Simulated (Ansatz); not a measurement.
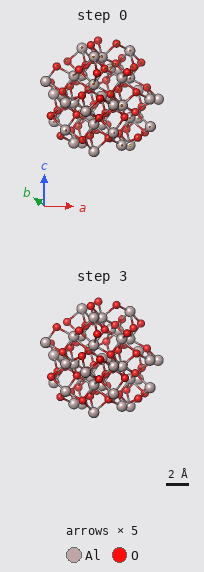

The structure of a defect cell of composition Al₄₈O₇₁ (cell charge +1) before (top) and after (bottom) a relaxation, at one scale. The orange arrows give the displacements, magnified 5 times.

Style: ball-and-stick. Shown: the atoms within 5.8 Å of the atom that moves most (axes of the cell of the calculation), slightly off an axis.

Level of theory: Ansatz, DFT, PBEsol, PAW, plane waves. (plane-wave cutoff 420 eV; k-point mesh 1 × 1 × 1; mesh shifted by (0.25, 0.25, 0.25); collinear spin; atoms relaxed in a fixed cell; force threshold 0.03 eV/Å; at most 80 steps)

What changed between the two?

After 3 geometry steps the energy has fallen by 2.372 eV per cell of the calculation. Largest force component: 2.4 eV/Å at the start, 0.011 eV/Å at the end. The largest move is that of an Al atom, 0.15 Å roughly along [1 −1 −1]. By element the largest moves are Al 0.15 Å, O 0.08 Å. The cell stays as it was. Among the contacts that change: Al–O 1.914 → 2.030 Å, Al–O 2.004 → 1.890 Å, Al–O 1.788 → 1.870 Å, Al–O 2.053 → 1.972 Å. Among the angles between lasting bonds that change: Al–O–Al 91.7° → 101.2°, O–Al–O 167.1° → 158.1°, O–Al–O 161.1° → 169.1°. The run took 5.7 s on 1 × NVIDIA GB200 with 8 threads of Arm Neoverse-V2, peak memory 2 GiB.

Limits of the set-up: the cell is charged, on a uniform background, and energies carry no finite-size correction.
